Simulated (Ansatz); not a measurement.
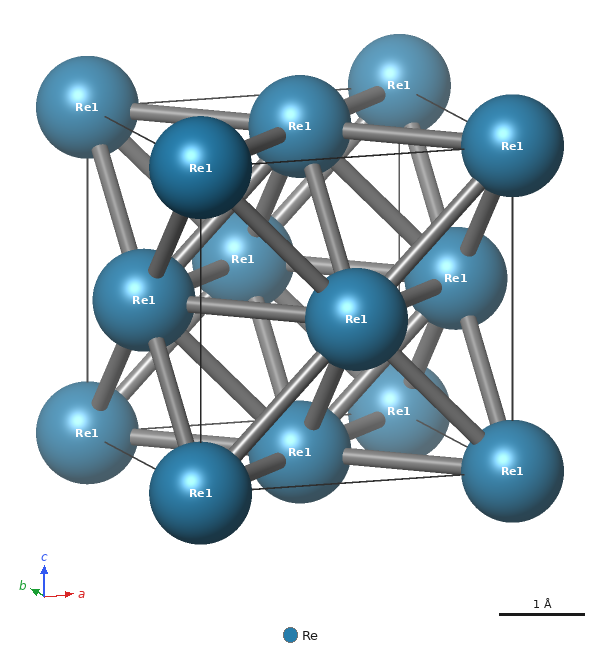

Reference structure: crystalline Re (set up in Fm-3m). Style: ball-and-stick. Shown: the conventional cell (4 times the calculation's cell), slightly off an axis. Lengths and directions refer to the drawn axes.

Level of theory: Ansatz 0.2.0, DFT, PBE, PAW with Ansatz's default frozen-core files, scalar-relativistic. (plane-wave cutoff 420 eV; k-point mesh 14 × 14 × 14; occupations fermi dirac; smearing width 0.05 eV; no spin polarisation)

Now this is done to it. All lengths are scaled by −1.0 % (volume −3.0 %), the atoms keeping their fractional coordinates. No relaxation follows.

### What does the calculation give for the changed structure?

Energy change: −11.8 meV per atom. The pressure goes from −9.1 to 1.3 GPa. All forces vanish by symmetry. Near-neighbour distances before and after: Re–Re 2.793 → 2.765 Å. The space group stays Fm-3m (No. 225).
